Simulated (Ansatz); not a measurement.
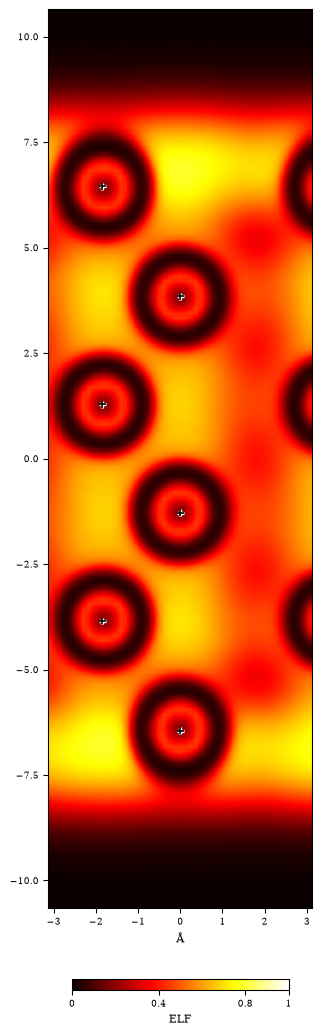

The ELF on a plane through atoms (crosses mark nuclei in the plane).

All numbers below come from DFT PBE, scalar-relativistic, plane waves, PAW in Ansatz 0.2.0.

Candidates:
A. Mg (slab), a = 3.21 Å, b = 3.21 Å, c = 27.86 Å, α = 90.00°, β = 90.00°, γ = 120.00°. 
B. Ir, a = 3.87 Å, b = 3.87 Å, c = 3.87 Å, α = 90.00°, β = 90.00°, γ = 90.00°. Space group Fm-3m; a structure from a database of computed crystals, not necessarily the ambient phase; computed without spin polarisation.
C. Si, a = 5.47 Å, b = 5.47 Å, c = 5.47 Å, α = 90.00°, β = 90.00°, γ = 90.00°. Space group Fd-3m; a structure from a database of computed crystals, not necessarily the ambient phase.

Which candidate gave the map?

Candidate A: Mg on the (110) plane of the calculation cell, a cut from vacuum to vacuum, which holds Mg. Mg–Mg (3.16 Å): the ELF reaches about 0.55 near the midpoint. Mg–Mg (3.20 Å): the ELF reaches about 0.55 near the midpoint.
